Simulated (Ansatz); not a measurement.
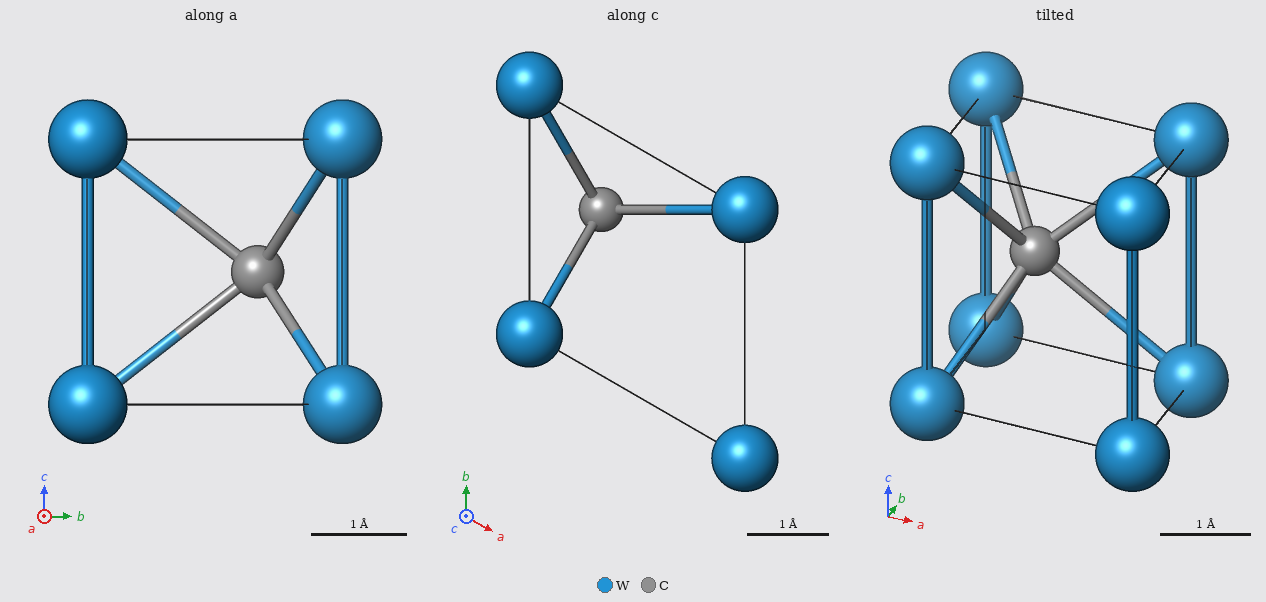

Drawn in the ball-and-stick manner and seen along the a axis, along the c axis and slightly off an axis. The outline marks the conventional unit cell.

It has the composition WC. The space group is P-6m2 (No. 187); the lattice is primitive hexagonal. Type of structure: tungsten carbide (WC) type. Counting shared atoms by their share gives 1 W, 1 C, or 2 atoms. About every W there are six C and two W (about 2.3 Å to C, 2.8 Å to W). Each C atom is coordinated by six W in a trigonal prismatic arrangement at about 2.3 Å. Not all metal-metal contacts are counted. The bonds build a three-dimensional framework.

It goes back to a structure listed in the Materials Project. It was relaxed with Ansatz 0.2.0, DFT PBE, scalar-relativistic, plane waves, PAW under a constraint or pressure on the cell, so some stress remains.

At this level of theory the cell isn't at rest (stretched, at -26 GPa), so its distances can differ from those at equilibrium, the more so the softer the solid.
